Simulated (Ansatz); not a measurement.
Geometry relaxation of Zn (part 3 of 3)

The same run, continued: Zn (slab, 6 atoms in the cell); DFT, PBE, plane waves, PAW, no spin polarisation (Ansatz 0.2.0); cutoff 660 eV, 14×7×1 k-mesh, Fermi–Dirac smearing of 0.1 eV. 

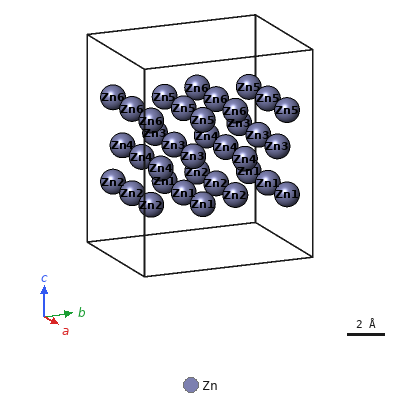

Figure 1. The geometry at step 4 of the log (spheres-only view of the 3 × 2 repeat of the cell, with the vacuum cut short, seen slightly off an axis; atoms are numbered from 1 in the order of the input).

### Output, continued
```
  k-point 1: bands = ["-124.7481", "-124.7474", "-124.6320", "-124.6320", "-124.6312", "-124.6312", "-78.9116", "-78.9106", "-78.9063", "-78.8964", "-78.8830", "-78.8810", "-78.8027", "-78.8024", "-78.8016", "-78.8013", "-78.7886", "-78.7886", "-78.7786", "-78.7786", "-78.7665", "-78.7665", "-78.7645", "-78.7644", "-7.5466", "-6.5095", "-6.4737", "-6.4468", "-6.3539", "-6.2613", "-6.1838", "-6.0300", "-5.8656", "-5.8432", "-5.8201", "-5.7857", "-5.7777", "-5.5968", "-5.5928", "-5.5886", "-5.5482", "-5.5260", "-5.4689", "-5.4581", "-5.4473", "-5.3672", "-5.3238", "-5.3198", "-5.2720", "-5.2293", "-5.2229", "-5.2209", "-5.1759", "-5.1400", "-5.1081", "-5.1049", "-2.7971", "-2.6844", "-1.2810", "0.1024", "0.7184", "1.1144", "2.1247", "3.6951", "4.3112", "4.3674", "5.4373", "5.8056", "7.0662", "7.3459", "7.9811", "8.9617"]
  k-point 2: bands = ["-124.7480", "-124.7475", "-124.6319", "-124.6319", "-124.6312", "-124.6312", "-78.9114", "-78.9108", "-78.9048", "-78.8979", "-78.8827", "-78.8813", "-78.8026", "-78.8024", "-78.8017", "-78.8014", "-78.7871", "-78.7871", "-78.7801", "-78.7801", "-78.7662", "-78.7662", "-78.7648", "-78.7647", "-7.2268", "-6.4730", "-6.3815", "-6.3495", "-6.3421", "-6.2404", "-6.1153", "-5.9898", "-5.8586", "-5.8457", "-5.8088", "-5.7656", "-5.7350", "-5.7182", "-5.5826", "-5.5367", "-5.5354", "-5.5189", "-5.5144", "-5.4128", "-5.4057", "-5.3964", "-5.3627", "-5.3193", "-5.3171", "-5.2829", "-5.2795", "-5.1732", "-5.1608", "-5.1596", "-5.1454", "-4.9704", "-4.0259", "-2.6367", "-2.5120", "-0.2566", "0.5229", "2.8778", "2.9224", "4.0330", "4.5397", "5.7845", "5.8347", "6.1598", "7.2893", "7.4181", "7.6867", "8.2536"]
  k-point 31: bands = ["-124.7462", "-124.7462", "-124.6302", "-124.6302", "-124.6298", "-124.6298", "-78.9091", "-78.9091", "-78.9058", "-78.9058", "-78.8981", "-78.8981", "-78.8007", "-78.8007", "-78.8001", "-78.8001", "-78.7890", "-78.7890", "-78.7888", "-78.7888", "-78.7807", "-78.7807", "-78.7804", "-78.7804", "-6.2835", "-6.2835", "-6.2654", "-6.2654", "-6.1451", "-6.1451", "-6.1212", "-6.1212", "-6.1097", "-6.1097", "-5.8860", "-5.8860", "-5.5327", "-5.5327", "-5.4479", "-5.4479", "-5.4328", "-5.4328", "-5.4284", "-5.4284", "-5.3001", "-5.3001", "-5.2133", "-5.2133", "-5.1541", "-5.1541", "-5.0503", "-5.0503", "-5.0355", "-5.0355", "-0.5594", "-0.5594", "0.3033", "0.3033", "0.5931", "0.5931", "2.4819", "2.4819", "3.5415", "3.5415", "4.3635", "4.3635", "6.9267", "6.9267", "8.1181", "8.1181", "9.5525", "9.5525"]
--- Relaxed structure (6 steps of the walk, 6 accepted, 0 SCFs on fresh bases) ---
  F+E_penalty+E_count = -44897.84906271 eV   max|allowed force component| = 4.700e-3 eV/Å
  atoms:
    - { symbol: Zn, position: [0.7500000000000001, 0.75, 0.38618463870262937] }
    - { symbol: Zn, position: [0.25, 0.25000000000000006, 0.3858673359802409] }
    - { symbol: Zn, position: [0.25, 0.75, 0.5001582181509349] }
    - { symbol: Zn, position: [0.7500000000000001, 0.25000000000000006, 0.4998417948479111] }
    - { symbol: Zn, position: [0.7500000000000001, 0.75, 0.6141326584036279] }
    - { symbol: Zn, position: [0.25, 0.25000000000000006, 0.6138153539146559] }
```

### File rho_z.tsv
```
# z_ang	rho[e/angstrom^3]
# format = ansatz-planar-average/11
# lattice	2.635812902	0.000000000	0.000000000
# lattice	0.000000000	5.092917253	0.000000000
# lattice	0.000000000	0.000000000	21.326300000
# sites	6
# site	30	1.976859677	3.819687940	8.235889460
# site	30	0.658953226	1.273229313	8.229122567
# site	30	0.658953226	3.819687940	10.666524208
# site	30	1.976859677	1.273229313	10.659776069
# site	30	1.976859677	3.819687940	13.097177313
# site	30	0.658953226	1.273229313	13.090410382
0.000000	-1.160157e-6
0.118479	1.160724e-6
0.236959	-1.159959e-6
0.355438	1.163596e-6
0.473918	-1.160703e-6
0.592397	1.169794e-6
0.710877	-1.160159e-6
0.829356	1.180413e-6
0.947836	-1.158470e-6
1.066315	1.197510e-6
1.184794	-1.151430e-6
1.303274	1.224811e-6
1.421753	-1.135771e-6
1.540233	1.269139e-6
1.658712	-1.101156e-6
1.777192	1.342338e-6
1.895671	-1.033351e-6
2.014151	1.466416e-6
2.132630	-9.021905e-7
2.251109	1.679413e-6
2.369589	-6.578328e-7
2.488068	2.052234e-6
2.606548	-2.056032e-7
2.725027	2.708411e-6
2.843507	6.204122e-7
2.961986	3.877304e-6
3.080466	2.125440e-6
3.198945	5.962600e-6
3.317424	4.855081e-6
3.435904	9.709894e-6
3.554383	9.803695e-6
3.672863	1.644293e-5
3.791342	1.876188e-5
3.909822	2.859536e-5
4.028301	3.498359e-5
4.146781	5.051480e-5
4.265260	6.434649e-5
4.383739	9.016618e-5
4.502219	1.175224e-4
4.620698	1.618451e-4
4.739178	2.138353e-4
4.857657	2.917135e-4
4.976137	3.884310e-4
5.094616	5.270159e-4
5.213096	7.053035e-4
5.331575	9.545501e-4
5.450054	1.281544e-3
5.568534	1.732448e-3
5.687013	2.331946e-3
5.805493	3.152265e-3
5.923972	4.249692e-3
6.042452	5.743400e-3
6.160931	7.748022e-3
6.279411	1.045999e-2
6.397890	1.408836e-2
6.516369	1.896110e-2
6.634849	2.544939e-2
6.753328	3.409032e-2
6.871808	4.554690e-2
6.990287	6.083850e-2
7.108767	8.142227e-2
7.227246	1.098626e-1
7.345726	1.512536e-1
7.464205	2.161350e-1
7.582684	3.361211e-1
7.701164	6.125937e-1
7.819643	1.211107e0
7.938123	2.200404e0
8.056602	3.348047e0
8.175082	4.138799e0
8.293561	4.125480e0
8.412041	3.316246e0
8.530520	2.167287e0
8.648999	1.189849e0
8.767479	6.069109e-1
8.885958	3.440686e-1
9.004438	2.359763e-1
9.122917	1.835389e-1
9.241397	1.561405e-1
9.359876	1.436817e-1
9.478356	1.419399e-1
9.596835	1.501438e-1
9.715314	1.704069e-1
9.833794	2.093420e-1
9.952273	2.834417e-1
10.070753	4.520797e-1
10.189232	8.581258e-1
10.307712	1.648746e0
10.426191	2.764367e0
10.544671	3.809776e0
10.663150	4.244258e0
10.781629	3.809777e0
10.900109	2.764370e0
11.018588	1.648748e0
11.137068	8.581272e-1
11.255547	4.520803e-1
11.374027	2.834420e-1
11.492506	2.093422e-1
11.610986	1.704070e-1
11.729465	1.501438e-1
11.847944	1.419400e-1
11.966424	1.436817e-1
12.084903	1.561405e-1
12.203383	1.835390e-1
12.321862	2.359764e-1
12.440342	3.440688e-1
12.558821	6.069113e-1
12.677301	1.189850e0
12.795780	2.167288e0
12.914259	3.316247e0
13.032739	4.125480e0
13.151218	4.138799e0
13.269698	3.348046e0
13.388177	2.200403e0
13.506657	1.211106e0
13.625136	6.125933e-1
13.743616	3.361209e-1
13.862095	2.161349e-1
13.980574	1.512535e-1
14.099054	1.098626e-1
14.217533	8.142224e-2
14.336013	6.083849e-2
14.454492	4.554689e-2
14.572972	3.409031e-2
14.691451	2.544938e-2
14.809931	1.896109e-2
14.928410	1.408836e-2
15.046889	1.045999e-2
15.165369	7.748019e-3
15.283848	5.743398e-3
15.402328	4.249691e-3
15.520807	3.152264e-3
15.639287	2.331945e-3
15.757766	1.732447e-3
15.876246	1.281543e-3
15.994725	9.545498e-4
16.113204	7.053033e-4
16.231684	5.270158e-4
16.350163	3.884309e-4
16.468643	2.917134e-4
16.587122	2.138353e-4
16.705602	1.618450e-4
16.824081	1.175223e-4
16.942561	9.016616e-5
17.061040	6.434647e-5
17.179519	5.051479e-5
17.297999	3.498357e-5
17.416478	2.859536e-5
17.534958	1.876187e-5
17.653437	1.644293e-5
17.771917	9.803689e-6
17.890396	9.709897e-6
18.008876	4.855077e-6
18.127355	5.962599e-6
18.245834	2.125436e-6
18.364314	3.877308e-6
18.482793	6.204090e-7
18.601273	2.708411e-6
18.719752	-2.056061e-7
18.838232	2.052237e-6
18.956711	-6.578354e-7
19.075191	1.679413e-6
19.193670	-9.021928e-7
19.312149	1.466419e-6
19.430629	-1.033353e-6
19.549108	1.342338e-6
19.667588	-1.101157e-6
19.786067	1.269142e-6
19.904547	-1.135773e-6
20.023026	1.224810e-6
20.141506	-1.151431e-6
20.259985	1.197512e-6
20.378464	-1.158471e-6
20.496944	1.180412e-6
20.615423	-1.160160e-6
20.733903	1.169796e-6
20.852382	-1.160703e-6
20.970862	1.163595e-6
21.089341	-1.159959e-6
21.207821	1.160725e-6
```

### Trajectory as extended XYZ (Å, eV, eV/Å), 6 frames, from step=1 to step=6
```
6
Lattice="2.6358 0.0000 0.0000 0.0000 5.0929 0.0000 0.0000 0.0000 21.3263" Properties=species:S:1:pos:R:3:forces:R:3 step=1 energy=-44897.51169
Zn    1.9769    3.8197    8.0000    0.0000   0.0000  -0.0718
Zn    0.6590    1.2732    8.7609    0.0000   0.0000  -0.5138
Zn    0.6590    3.8197   10.2827    0.0000   0.0000   0.1958
Zn    1.9769    1.2732   11.0436    0.0000   0.0000  -0.1958
Zn    1.9769    3.8197   12.5654    0.0000   0.0000   0.5138
Zn    0.6590    1.2732   13.3263    0.0000   0.0000   0.0718
6
Lattice="2.6358 0.0000 0.0000 0.0000 5.0929 0.0000 0.0000 0.0000 21.3263" Properties=species:S:1:pos:R:3:forces:R:3 step=2 energy=-44897.70988
Zn    1.9769    3.8197    8.1005    0.0000   0.0000  -0.0539
Zn    0.6590    1.2732    8.5667    0.0000   0.0000  -0.3183
Zn    0.6590    3.8197   10.4248    0.0000   0.0000   0.1519
Zn    1.9769    1.2732   10.9015    0.0000   0.0000  -0.1519
Zn    1.9769    3.8197   12.7596    0.0000   0.0000   0.3183
Zn    0.6590    1.2732   13.2258    0.0000   0.0000   0.0539
6
Lattice="2.6358 0.0000 0.0000 0.0000 5.0929 0.0000 0.0000 0.0000 21.3263" Properties=species:S:1:pos:R:3:forces:R:3 step=3 energy=-44897.82145
Zn    1.9769    3.8197    8.1456    0.0000   0.0000   0.0355
Zn    0.6590    1.2732    8.3719    0.0000   0.0000  -0.1172
Zn    0.6590    3.8197   10.5510    0.0000   0.0000   0.0686
Zn    1.9769    1.2732   10.7753    0.0000   0.0000  -0.0686
Zn    1.9769    3.8197   12.9544    0.0000   0.0000   0.1172
Zn    0.6590    1.2732   13.1807    0.0000   0.0000  -0.0355
6
Lattice="2.6358 0.0000 0.0000 0.0000 5.0929 0.0000 0.0000 0.0000 21.3263" Properties=species:S:1:pos:R:3:forces:R:3 step=4 energy=-44897.84493
Zn    1.9769    3.8197    8.2829    0.0000   0.0000  -0.0396
Zn    0.6590    1.2732    8.1968    0.0000   0.0000   0.0140
Zn    0.6590    3.8197   10.7089    0.0000   0.0000  -0.0353
Zn    1.9769    1.2732   10.6174    0.0000   0.0000   0.0353
Zn    1.9769    3.8197   13.1295    0.0000   0.0000  -0.0140
Zn    0.6590    1.2732   13.0434    0.0000   0.0000   0.0396
6
Lattice="2.6358 0.0000 0.0000 0.0000 5.0929 0.0000 0.0000 0.0000 21.3263" Properties=species:S:1:pos:R:3:forces:R:3 step=5 energy=-44897.84906
Zn    1.9769    3.8197    8.2359    0.0000   0.0000  -0.0047
Zn    0.6590    1.2732    8.2291    0.0000   0.0000   0.0000
Zn    0.6590    3.8197   10.6665    0.0000   0.0000  -0.0022
Zn    1.9769    1.2732   10.6598    0.0000   0.0000   0.0022
Zn    1.9769    3.8197   13.0972    0.0000   0.0000   0.0000
Zn    0.6590    1.2732   13.0904    0.0000   0.0000   0.0047
6
Lattice="2.6358 0.0000 0.0000 0.0000 5.0929 0.0000 0.0000 0.0000 21.3263" Properties=species:S:1:pos:R:3:forces:R:3 step=6 energy=-44897.84906
Zn    1.9769    3.8197    8.2359    0.0000   0.0000  -0.0047
Zn    0.6590    1.2732    8.2291    0.0000   0.0000   0.0000
Zn    0.6590    3.8197   10.6665    0.0000   0.0000  -0.0022
Zn    1.9769    1.2732   10.6598    0.0000   0.0000   0.0022
Zn    1.9769    3.8197   13.0972    0.0000   0.0000   0.0000
Zn    0.6590    1.2732   13.0904    0.0000   0.0000   0.0047
```

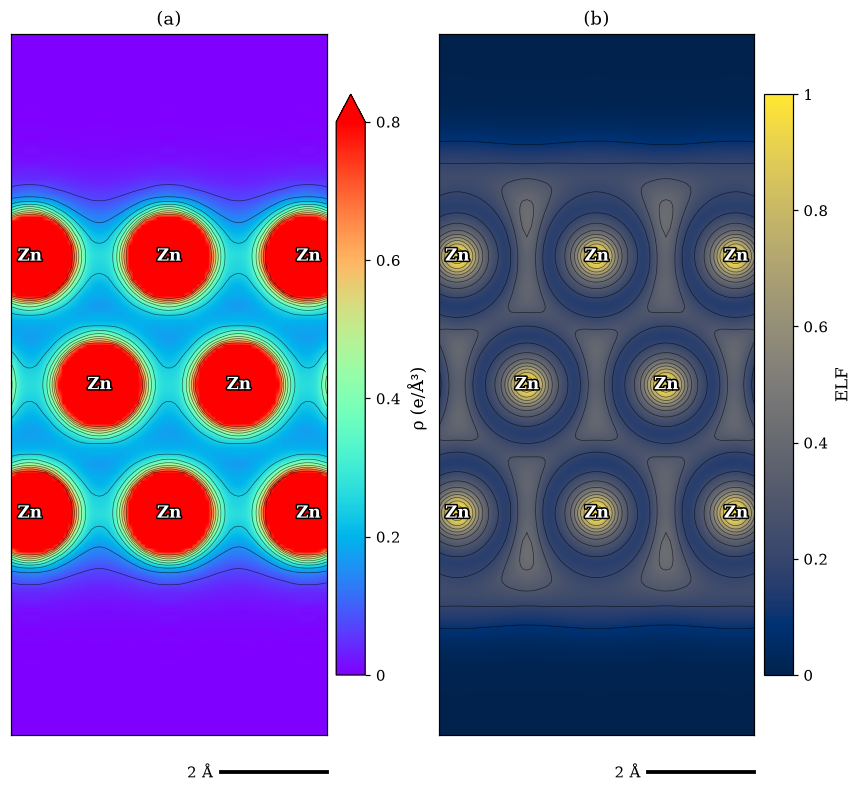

Figure 2. (a) valence pseudo-density; (b) ELF on the (010) plane of the calculation cell, a cut from vacuum to vacuum. Zn–Zn (2.64 Å): ρ is about 0.26 e/Å³ halfway; the ELF is about 0.35 at the midpoint, as expected for metallic bonding. Zn–Zn (2.76 Å): the density is about 0.2 e/Å³ at the midpoint; the ELF is about 0.25 at the midpoint; no localised pair between them. The density dies away to nearly zero in the vacuum. The strong features right at Zn lie inside the PAW spheres (semicore, d or f shells) and say nothing about bonding. In a PAW calculation such maps are meaningful between the atoms, not at the nuclei.

The run was set up as follows.

### The input
```yaml
crystal:
  lattice:
    - [2.6358129023, 0.0, 0.0]
    - [0.0, 5.0929172529, 0.0]
    - [0.0, 0.0, 21.3263]
  atoms:
    - { symbol: Zn, position: [0.75, 0.75, 0.3751247165] }
    - { symbol: Zn, position: [0.25, 0.25, 0.4108033692] }
    - { symbol: Zn, position: [0.25, 0.75, 0.4821606737] }
    - { symbol: Zn, position: [0.75, 0.25, 0.5178393263] }
    - { symbol: Zn, position: [0.75, 0.75, 0.5891966308] }
    - { symbol: Zn, position: [0.25, 0.25, 0.6248752835] }
kpoints:
  mp_grid: { grid: [14, 7, 1] }
scf:
  occupations: { method: fermi_dirac, width: 0.1 }
hamiltonian:
  xc: pbe
  pseudopotentials: { kind: paw, source: ansatz }
output:
  forces: true
  stress: true
  eigenvalues: true
  write_density: true
  write_potential: true
  elf: true
  volumetric_format: npy
relax:
  f_tol: 0.01
  max_steps: 40
efield:
  axis: 3
  amplitude: 0
  dipole_correction: true
```

Run as:
```bash
ansatz run input.yaml --threads 2 --pin off --max-ram 4096MiB --backend cpu --events-out ev --progress --plain --runs-dir out
```

### Results in brief

```tsv
quantity	value
outcome	converged
electrons treated	120
free energy	−44897.8491 eV
Fermi energy	1.415 eV
final volume	286.28 Å³
largest force (length of the vector) at the end	0.005 eV/Å
hardware	2 threads of Arm Neoverse V2, 24 GiB of memory available, shared host
wall time	7.6 min (CPU time 15 min)
peak memory	1.3 GiB
```

### Notes

Settings chosen away from the usual ones: hamiltonian.pseudopotentials = {"kind": "paw", "source": "ansatz"}. The program warns: the SCF threshold is looser than advised for the printed stress.
